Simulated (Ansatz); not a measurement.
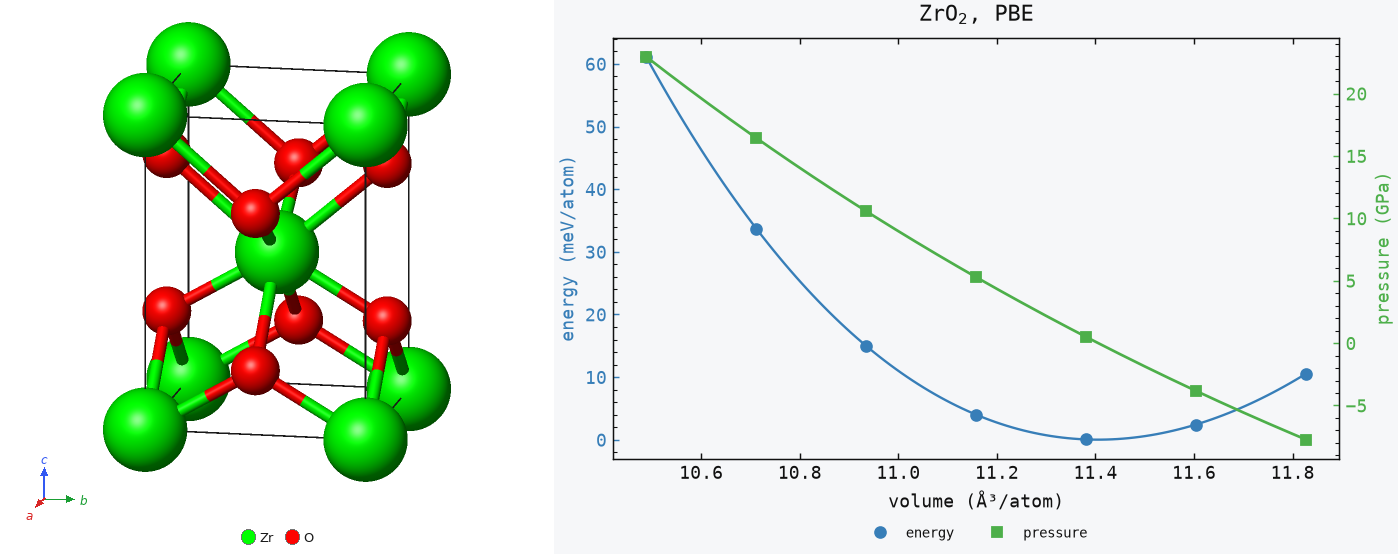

Computed with Ansatz 0.2.0: plane-wave DFT, no spin polarisation; energies at scaled volumes of the given cell, shape and fractions fixed, counted from the fit's minimum, third-order Birch-Murnaghan fit. Level: PBE.

- k mesh: 7×7×5
- occupations: Fermi–Dirac
- smearing width: 0.05 eV
- potentials: Ansatz PAW large core
- wave cutoff: 420 eV
- density cutoff: 1680 eV

Starting cell:
```yaml
crystal:
  lattice:
    - [3.59610, 0.00000, 0.00000]
    - [0.00000, 3.59610, 0.00000]
    - [0.00000, 0.00000, 5.17700]
  atoms:
    - { symbol: Zr, position: [0.50000, 0.50000, 0.50000] }
    - { symbol: Zr, position: [0.00000, 0.00000, 0.00000] }
    - { symbol: O, position: [0.50000, 0.00000, 0.79700] }
    - { symbol: O, position: [0.50000, 0.00000, 0.29700] }
    - { symbol: O, position: [0.00000, 0.50000, 0.70300] }
    - { symbol: O, position: [0.00000, 0.50000, 0.20300] }
```

Energy and pressure against volume for ZrO₂, space group P4_2/nmc (No. 137). The conventional cell is drawn beside the plot.

A third-order Birch–Murnaghan fit gives V0 = 11.40 Å³/atom, B0 = 230 GPa and B′ = 4.2. The energy is 61.13 meV/atom at volume 10.49 Å³/atom and 10.53 meV/atom at 11.83 Å³/atom; the lowest computed point is at volume 11.38 Å³/atom (0.04 meV/atom). The pressure falls from 22.95 GPa at volume 10.49 Å³/atom to −7.74 GPa at 11.83 Å³/atom, and changes sign near 11.41 Å³/atom.

Note: shape and atomic fractions are frozen while scaling, which makes layered, chain and framework solids too stiff.
